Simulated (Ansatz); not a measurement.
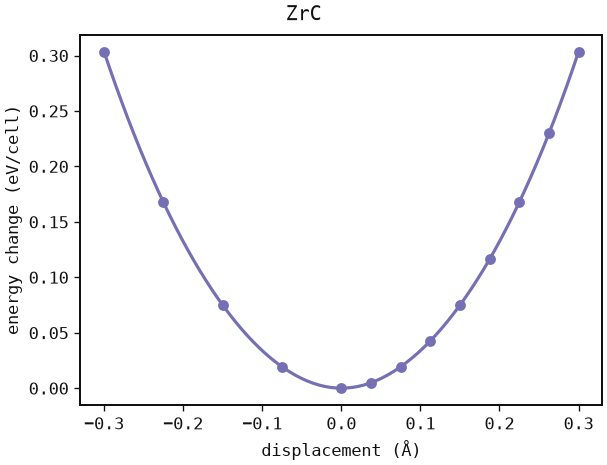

Plotted: energy change against displacement for ZrC, space group Fm-3m (No. 225).

The given structure:
```yaml
crystal:
  lattice:
    - [0.00000, 2.35021, 2.35021]
    - [2.35021, 0.00000, 2.35021]
    - [2.35021, 2.35021, 0.00000]
  atoms:
    - { symbol: Zr, position: [0.50000, 0.50000, 0.50000] }
    - { symbol: C, position: [0.00000, 0.00000, 0.00000] }
```

How it was computed, with Ansatz 0.2.0: all atoms of one element of a crystal moved along a line, all else fixed, by plane-wave density functional theory with PAW datasets, free energies less that of the undisturbed cell, pressure positive in compression; scalar-relativistic. Level: PBE, no spin polarisation.

- wave cutoff: 420 eV
- k mesh: 18×18×18
- occupations: Gaussian
- smearing width: 0.15 eV
- k shift: (0, 0, 0) (mesh steps)
- start: as given
- moved element: Zr
- direction: (0, −0.7071, −0.7071) (Cartesian unit vector)

The points at displacement −0.225, −0.075, 0.15 and 0.3 follow from computed ones by symmetry.

From this curve and the settings, what does the calculation give for the force along the direction (sum over moved atoms), pressure and gap on the k mesh at the same points?

The force along the direction (sum over moved atoms) falls from 2.13 eV/Å at displacement −0.3000 Å to −2.13 eV/Å at 0.3000 Å, and changes sign near 0.000 Å. The pressure goes from 8.208 GPa at displacement −0.3000 Å to 8.208 GPa at 0.3000 Å, not monotonically, with a low of 1.199 GPa at 0.0000 Å. The gap on the k mesh is closed at 10 of the 13 points and is largest, 0.205 eV, at −0.3000 Å.

| displacement (Å) | force along the direction (sum over moved atoms) (eV/Å) | pressure (GPa) | gap on the k mesh (eV) |
| --- | --- | --- | --- |
| −0.3000 | 2.13 | 8.208 | 0.205 |
| −0.2250 | 1.51 | 5.115 | 0.000 |
| −0.1500 | 0.98 | 2.926 | 0.000 |
| −0.0750 | 0.50 | 1.623 | 0.000 |
| 0.0000 | 0.00 | 1.199 | 0.000 |
| 0.0375 | −0.26 | 1.305 | 0.000 |
| 0.0750 | −0.50 | 1.623 | 0.000 |
| 0.1125 | −0.74 | 2.163 | 0.000 |
| 0.1500 | −0.98 | 2.926 | 0.000 |
| 0.1875 | −1.23 | 3.908 | 0.000 |
| 0.2250 | −1.51 | 5.115 | 0.000 |
| 0.2625 | −1.80 | 6.547 | 0.138 |
| 0.3000 | −2.13 | 8.208 | 0.205 |

Limits of the calculation: reference crystal is not relaxed.
